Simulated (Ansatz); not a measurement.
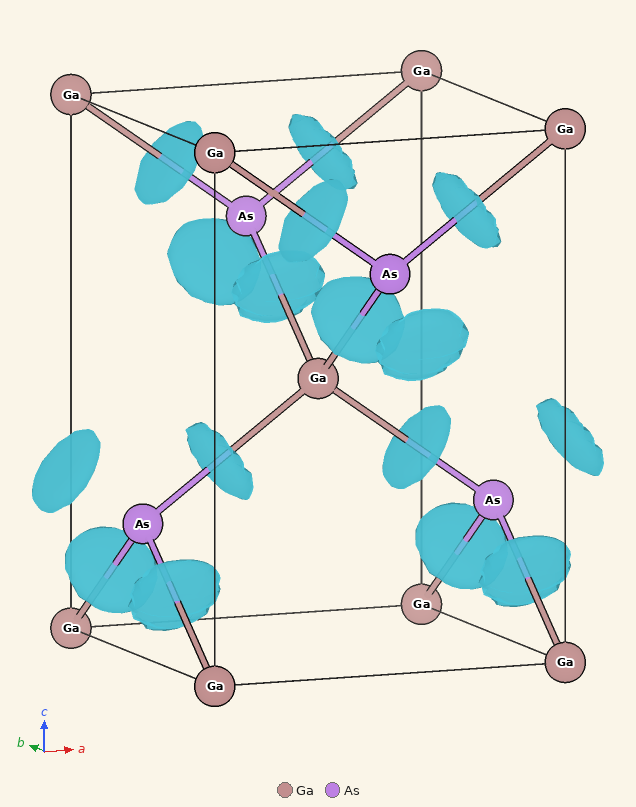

GaAs. Isosurface of the electron localisation function at 0.75 (cyan), seen slightly off an axis. Core shells and regions of very low density are left out. Sticks mark near contacts.

Space group I-4m2; changed on purpose from its base cell (strain +0.0100 x Voigt [0, 0, 1, 0, 0, 0], atoms carried along).

All numbers below come from DFT r2SCAN, scalar-relativistic, plane waves, PAW (Ansatz 0.2.0).

Core electrons are frozen (PAW), and the valence fields are smoothed inside the atomic spheres.

What do the ELF domains correspond to?

Answer. The surface consists of eight regions between bonded As–Ga atoms (shared pairs), counted in one cell of 4 atoms. Regions shared between cells count once. Along the contacts the grid gives the following. Ga–As (2.46 Å): the ELF peaks at about 0.80 between the atoms, as expected for localised, covalent bonding.

Does the calculation make it a metal, or give it a gap?

Answer. It is gapped, with a Kohn–Sham gap of 0.86 eV on the k-point mesh (the band edges may lie off the mesh, which would make the gap smaller).
